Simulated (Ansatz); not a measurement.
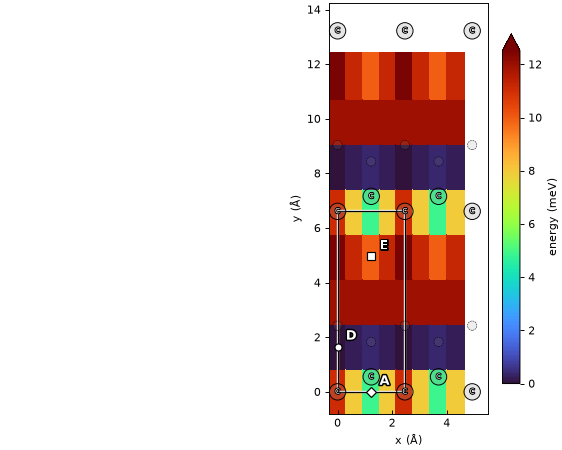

CO on a C(101) slab cut from the C2/m phase, its upper half relaxed before the scan (20 atoms of substrate and one adsorbate in a 2 × 1 cell). CO (O end down) is moved over the surface cell at a fixed height above a rigid substrate; the origin of the map has the adsorbate above C19; the height is held at 3.20 Å. Places are given modulo a cell vector. The map is drawn in real space over the plane of the surface. The grid has 4 × 4 points; 12 points were computed and 4 follow by symmetry. Places are given in fractions of the 1 × 1 surface cell. Energies are in meV, from the lowest grid point. At a fixed height the lowest place need not be the adsorption site. Method: Ansatz, DFT PBE+D3(BJ), scalar-relativistic, plane waves, PAW. Settings: cutoff 420 eV, k-mesh 6×4×1, gaussian smearing 0.05 eV, no spin polarisation.

The picture shows one coloured cell a grid point, labelled circles for the atoms of the top layer and small ones for the second layer, the outline of one cell of the 2 × 2 shown, one colour for all values above the top of the scale, lettered points.

Rank the lettered points by energy, lowest first.

D (0.0 meV), A (4.9 meV), E (10.0 meV).

PAW datasets: the set soft_1.
